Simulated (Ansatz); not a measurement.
# Ge: what the fields show

```
CELL_PARAMETERS angstrom
4.06322 0.00000 0.00000
-2.03161 3.51886 0.00000
0.00000 0.00000 20.03493
ATOMIC_POSITIONS crystal
Ge 0.00000 0.00000 0.60443
Ge 0.00000 0.00000 0.27034
Ge 0.66667 0.33333 0.43748
Ge 0.66667 0.33333 0.77142
Ge 0.66667 0.33333 0.10448
Ge 0.33333 0.66667 0.93730
Ge 0.00000 0.00000 0.39557
Ge 0.00000 0.00000 0.72966
Ge 0.66667 0.33333 0.22858
Ge 0.66667 0.33333 0.56252
Ge 0.66667 0.33333 0.89552
Ge 0.33333 0.66667 0.06270
```

Space group P-6m2; a structure generated by program, which may or may not match a known phase.

Method: DFT PBE, scalar-relativistic, plane waves, PAW (Ansatz 0.2.0).

In a PAW calculation such maps are meaningful between the atoms, not at the nuclei.

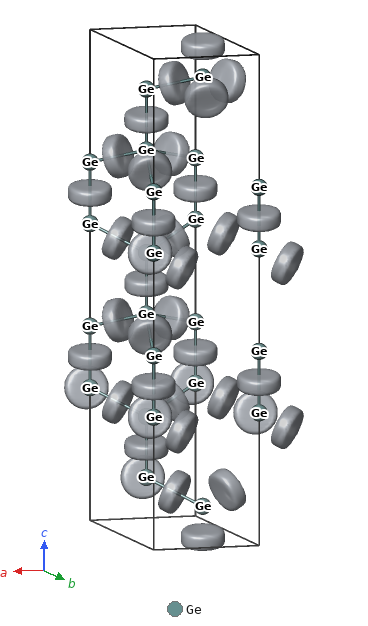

Figure 1. Isosurface of the electron localisation function at 0.55 (grey), seen at an oblique angle. Core shells and regions of very low density are left out. Sticks mark near contacts.

Q: Describe the localisation domains.

A: The surface consists of 24 regions between bonded Ge–Ge atoms, counted in one cell of 12 atoms. Any copies at cell faces, edges or corners count once. Along the contacts the grid gives the following. Ge–Ge (2.49 Å): the ELF peaks at about 0.80 between the atoms.

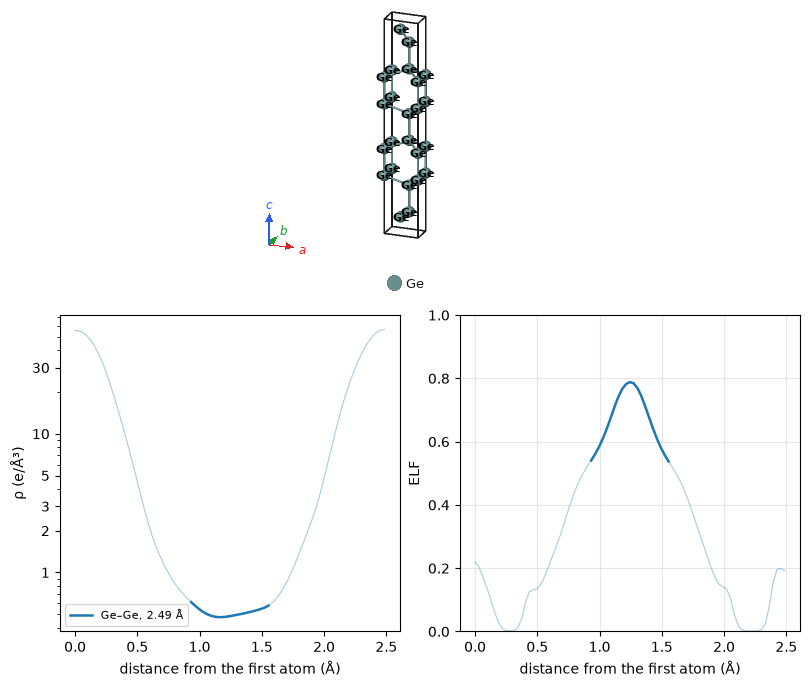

Figure 2. Valence electron density and electron localisation function along straight lines between neighbouring atoms. Thin, pale parts lie inside the atomic spheres. The structure is drawn too.

Q: What can be read from the curves?

A: Ge–Ge (2.49 Å): the density is about 0.48 e/Å³ at the midpoint; the ELF peaks at about 0.80 between the atoms.

Q: Does the calculation give a band gap?

A: It is gapless in this calculation (a metal or semimetal).
